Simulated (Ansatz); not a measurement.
# Co: single-point calculation (part 2 of 2)

Continued. System: Co (4 atoms in the cell). Method: DFT, PBE, PAW, plane waves, scalar-relativistic (Ansatz 0.2.0); cutoff 420 eV, 8×8×2 k-mesh, Fermi–Dirac smearing of 0.05 eV, non-collinear spins. The structure derives from an entry of the Crystallography Open Database. It belongs to a series of runs on one base structure; here: opposed moments ++-- along z.

Geometry of the input (Å; fractional positions):
```
2.5071  0.0000  0.0000
-1.2535  2.1712  0.0000
0.0000  0.0000  8.1372
Co 0.3333  0.6667  0.1250
Co 0.3333  0.6667  0.6250
Co 0.6667  0.3333  0.3750
Co 0.6667  0.3333  0.8750
```

Output, continued
```
--- Per-component energies (eV) ---
  E_band       = -1006.222241
  E_kinetic    = 1812.531616
  E_local      = -11441.810326  (includes V_loc(G=0)·N_el)
  E_nonlocal   = 1813.497789
  E_hartree    = 4789.340752
  E_xc         = -635.207318
  E_vxc        = -819.651533  (∫ρ·V_xc dr)
  E_paw        = -6057.395236  (= ΣΔE_a)
  E_vpaw       = -1949.489744  (= ΣTr[D̂ρ^β])
  E_aug_tail   = 0.000317  (compensation charges beyond the density's cutoff)
  E_ewald      = -10784.555534
  E_smearing   = -0.093896  (= −TS)
  E_closure    = 0.000000  (closes the sum)
  Σ components = -20503.691836   (vs F -20503.691836, Δ=0.00e0)
--- Forces (eV/Å), atoms counted from 1 ---
  atom   1  Co     0.00000000    -0.00000000     0.00000000
  atom   2  Co    -0.00000000    -0.00000000    -0.00000000
  atom   3  Co    -0.00000000     0.00000000     0.00000000
  atom   4  Co    -0.00000000     0.00000000     0.00000000
  max |Σ_I F_I| component: 4.63e-17 eV/Å
--- Stress (GPa, compression-positive) ---
      -10.187082      -0.000000       0.000000
       -0.000000     -10.187082       0.000000
        0.000000       0.000000     -10.134491
  P = ⅓ Tr σ = -10.1696 GPa (-101.696 kbar)
--- Band table (eV; the first three rows and the last of 20) ---
  k-point 0: bands = ["-77.4285", "-77.4285", "-77.4281", "-77.4281", "-76.2634", "-76.2634", "-76.2626", "-76.2626", "-40.7739", "-40.7739", "-40.7526", "-40.7526", "-40.5330", "-40.5330", "-40.5330", "-40.5330", "-40.5326", "-40.5326", "-40.5326", "-40.5326", "-39.6782", "-39.6782", "-39.6543", "-39.6543", "-39.3576", "-39.3576", "-39.3576", "-39.3576", "-39.3571", "-39.3571", "-39.3571", "-39.3571", "9.3225", "9.3225", "11.5303", "11.5303", "11.6120", "11.6120", "13.5423", "13.5423", "15.5758", "15.5758", "16.0355", "16.0355", "16.0355", "16.0355", "16.1373", "16.1373", "16.1373", "16.1373", "16.2816", "16.2816", "16.3637", "16.3637", "16.5618", "16.5618", "16.5618", "16.5618", "16.8836", "16.8836", "16.8836", "16.8836", "17.1657", "17.1657", "17.1657", "17.1657", "17.7120", "17.7120", "17.7120", "17.7120", "17.9687", "17.9687", "18.3792", "18.3792", "18.3792", "18.3792", "18.4671", "18.4671", "18.4671", "18.4671", "24.7736", "24.7736"]
  k-point 1: bands = ["-77.4283", "-77.4283", "-77.4283", "-77.4283", "-76.2630", "-76.2630", "-76.2630", "-76.2630", "-40.7633", "-40.7633", "-40.7633", "-40.7633", "-40.5328", "-40.5328", "-40.5328", "-40.5328", "-40.5328", "-40.5328", "-40.5328", "-40.5328", "-39.6661", "-39.6661", "-39.6661", "-39.6661", "-39.3573", "-39.3573", "-39.3573", "-39.3573", "-39.3573", "-39.3573", "-39.3573", "-39.3573", "9.9331", "9.9331", "9.9331", "9.9331", "13.1828", "13.1828", "13.1828", "13.1828", "16.0610", "16.0610", "16.0610", "16.0610", "16.0732", "16.0732", "16.0732", "16.0732", "16.0732", "16.0732", "16.0732", "16.0732", "16.7038", "16.7038", "16.7038", "16.7038", "16.7038", "16.7038", "16.7038", "16.7038", "16.7127", "16.7127", "16.7127", "16.7127", "17.4490", "17.4490", "17.4490", "17.4490", "17.4490", "17.4490", "17.4490", "17.4490", "18.4452", "18.4452", "18.4452", "18.4452", "18.4452", "18.4452", "18.4452", "18.4452", "27.6129", "27.6129"]
  k-point 2: bands = ["-77.4237", "-77.4237", "-77.4232", "-77.4232", "-76.2584", "-76.2584", "-76.2578", "-76.2578", "-40.7666", "-40.7666", "-40.7489", "-40.7489", "-40.5671", "-40.5671", "-40.5663", "-40.5663", "-40.5412", "-40.5412", "-40.5407", "-40.5407", "-39.6722", "-39.6722", "-39.6527", "-39.6527", "-39.3920", "-39.3920", "-39.3915", "-39.3915", "-39.3660", "-39.3660", "-39.3654", "-39.3654", "9.8595", "9.8595", "11.9983", "11.9983", "12.0585", "12.0585", "13.8683", "13.8683", "15.4715", "15.4715", "15.8517", "15.8517", "15.8686", "15.8686", "15.9279", "15.9279", "16.2067", "16.2067", "16.2621", "16.2621", "16.3785", "16.3785", "16.5637", "16.5637", "16.6525", "16.6525", "16.7537", "16.7537", "16.7572", "16.7572", "17.0584", "17.0584", "17.2181", "17.2181", "17.4111", "17.4111", "17.8133", "17.8133", "17.8508", "17.8508", "18.3242", "18.3242", "18.4759", "18.4759", "18.4997", "18.4997", "20.2491", "20.2491", "24.8503", "24.8503"]
  k-point 19: bands = ["-77.3921", "-77.3921", "-77.3921", "-77.3921", "-76.2262", "-76.2262", "-76.2262", "-76.2262", "-40.7226", "-40.7226", "-40.7226", "-40.7226", "-40.7197", "-40.7197", "-40.7197", "-40.7197", "-40.6590", "-40.6590", "-40.6590", "-40.6590", "-39.6387", "-39.6387", "-39.6387", "-39.6387", "-39.5483", "-39.5483", "-39.5483", "-39.5483", "-39.4864", "-39.4864", "-39.4864", "-39.4864", "14.3818", "14.3818", "14.3818", "14.3818", "14.8536", "14.8536", "14.8536", "14.8536", "15.0199", "15.0199", "15.0199", "15.0199", "15.1221", "15.1221", "15.1221", "15.1221", "15.7432", "15.7432", "15.7432", "15.7432", "16.4130", "16.4130", "16.4130", "16.4130", "17.1482", "17.1482", "17.1482", "17.1482", "17.8363", "17.8363", "17.8363", "17.8363", "18.1724", "18.1724", "18.1724", "18.1724", "18.4058", "18.4058", "18.4058", "18.4058", "22.3965", "22.3965", "22.3965", "22.3965", "23.0607", "23.0607", "23.0607", "23.0607", "26.0864", "26.0864"]
```

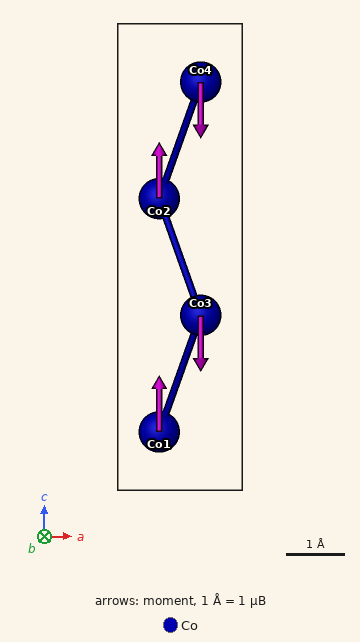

**Figure 1.** Magnetic moments of the sites as pink arrows (ball-and-stick view of the cell of the calculation, along the b axis; atoms are numbered from 1 in the order of the input); small moments hardly show. Site moments: all 4 Co atoms (0.99 μB). They are counted near the atoms and needn't add up to the moment of the cell.

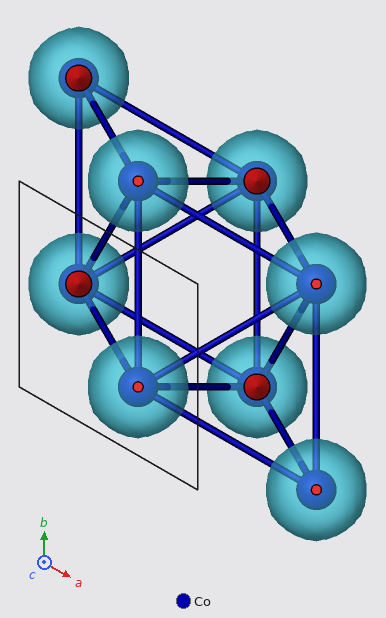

**Figure 2.** Isosurface of the size of the magnetisation density at 0.2 e/Å³ (cyan), with the spin moments of the magnetic sites as arrows; seen along the c axis. The outline is the calculation cell. Spin moments: Co 1.0 μB. The fields are those of the smooth PAW valence density.

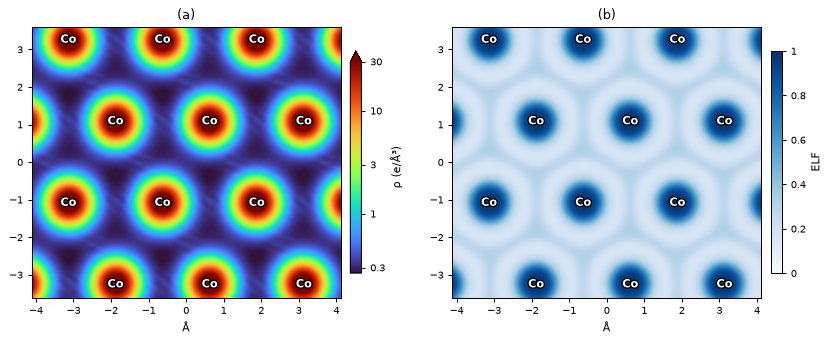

**Figure 3.** (a) valence charge density (pseudo); (b) electron localisation function on the (001) plane of the calculation cell. Atoms in the plane: Co. Co–Co (2.51 Å): the density is about 0.35 e/Å³ at the midpoint; the ELF is about 0.30 at the midpoint (no localised pair between them). Away from the nuclei the density in this plane falls to 0.26 e/Å³ at its lowest. The strong features right at Co lie inside the PAW spheres (semicore, d or f shells) and say nothing about bonding.

Key numbers

| quantity | value |
| --- | --- |
| outcome | converged |
| space group (tolerance 0.01 Å) | P6₃/mmc (194) |
| electrons treated | 68 |
| free energy | −20503.6918 eV |
| Fermi energy | 18.232 eV |
| net moment of the cell | 0.00 μB |
| integrated absolute moment | 4.06 μB |
| pressure | −10.17 GPa |
| largest force (length of the vector) | under 0.001 eV/Å |
| hardware | 4 threads of Arm Neoverse V1, 24 GiB of memory available, shared host |
| wall time | 12 s (CPU time 46 s) |
| peak memory | 0.51 GiB |

Remarks

The cell is under a tension of 10.2 GPa at this level, so it is not at its equilibrium volume.
